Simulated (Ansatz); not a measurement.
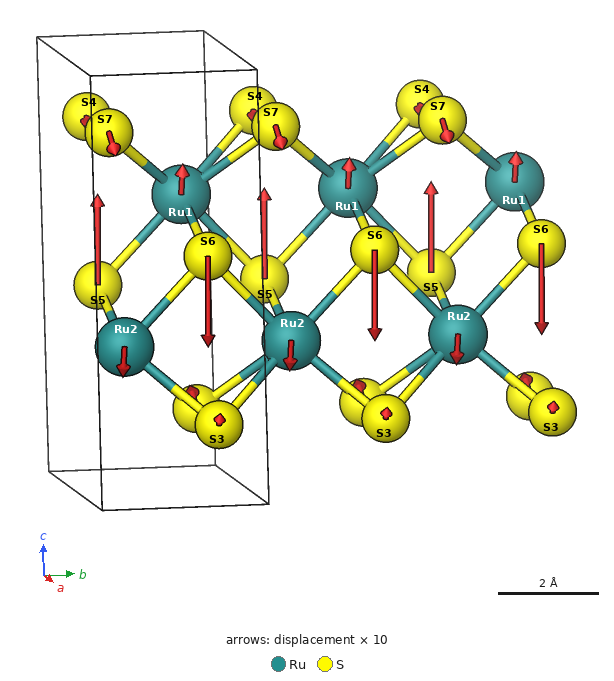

This is a relaxation of crystalline RuS$_{3}$ (a generated structure, set up in P2_1/m) (coarse preliminary run). The starting structure is drawn; red arrows show the displacements (the part carried along by the change of the cell is left out), magnified 10 times.

The picture is a ball-and-stick view of the cell of the calculation, repeated 1 × 3 × 1 with one cell outlined, seen from a free direction.

Case: Hf → Ru on all its sites, cell and atoms relaxed.

All numbers below come from Ansatz, DFT PBEsol, scalar-relativistic, plane waves, PAW. (plane-wave cutoff 420 eV; k-point mesh 4 × 6 × 4; occupations gaussian; smearing width 0.1 eV; no spin polarisation; cell and atoms relaxed; force threshold 0.05 eV/Å; at most 60 steps)

Describe the change and its energy.

Over 3 accepted moves (4 points after the start) the energy falls by 57.8 meV per atom. The largest force component goes from 1.6 to 0.041 eV/Å. The pressure goes from −3.69 to −0.24 GPa. The SCF was repeated once at an unchanged geometry on a basis and grid sized afresh for the cell, which shifted the energy by less than 0.05 meV per atom at most. The largest moves relative to the cell, 0.19 Å, are those of S atoms. Largest moves by element: S 0.19 Å, Ru 0.07 Å. The volume changes by −2.2 %, with a 4.840 → 4.825 Å (−0.3 %), b 3.427 → 3.446 Å (+0.5 %), c 8.721 → 8.519 Å (−2.3 %), β 97.1° → 97.7°. Some distances before and after: Ru–S 2.472 → 2.364 Å, Ru–S 2.568 → 2.653 Å, S–S 2.009 → 2.082 Å, Ru–S 2.476 → 2.423 Å. Among the angles between lasting bonds that change: Ru–S–Ru 140.9° → 131.3°, Ru–S–Ru 87.7° → 93.6°, Ru–S–Ru 87.6° → 90.6°. The space group stays P2_1/m (No. 11).

Limits of the set-up: layers or molecules are held without a dispersion correction, so their spacing is unreliable.
